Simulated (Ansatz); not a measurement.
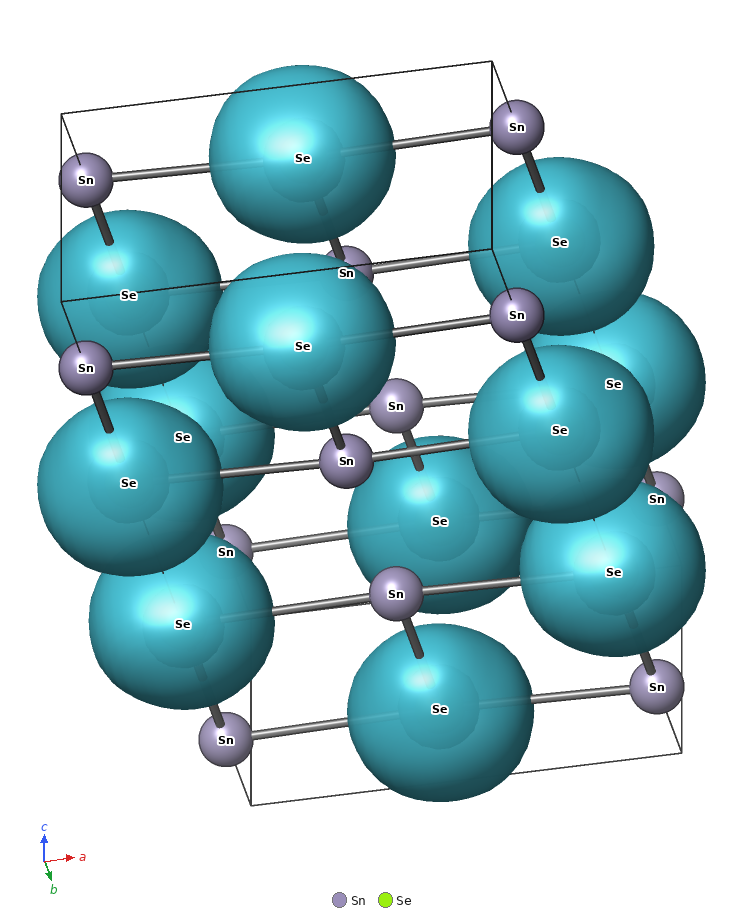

*SnSe. Isosurface of the electron localisation function at 0.65 (cyan), seen at an oblique angle. Only the valence region is drawn (cores and ρ < 0.01 e/Å³ removed). Sticks mark near contacts.*

Space group Cmmm; a structure from a database of computed crystals, not necessarily the ambient phase.

Level of theory: DFT LDA, scalar-relativistic, plane waves, PAW in Ansatz.

In a PAW calculation such maps are meaningful between the atoms, not at the nuclei.

> Describe the localisation domains.

The ELF exceeds this value in four regions wrapped around Se (the valence shell of each), counted in one cell of 8 atoms. Regions shared between cells count once. Profiles from the grid: Sn–Se (2.68 Å): the ELF is about 0.55 at the midpoint. Sn–Se (2.87 Å): the ELF is about 0.45 at the midpoint and 0.30 at its lowest between the atoms.

> Metal or insulator at this level of theory?

It is gapless in this calculation (a metal or semimetal).
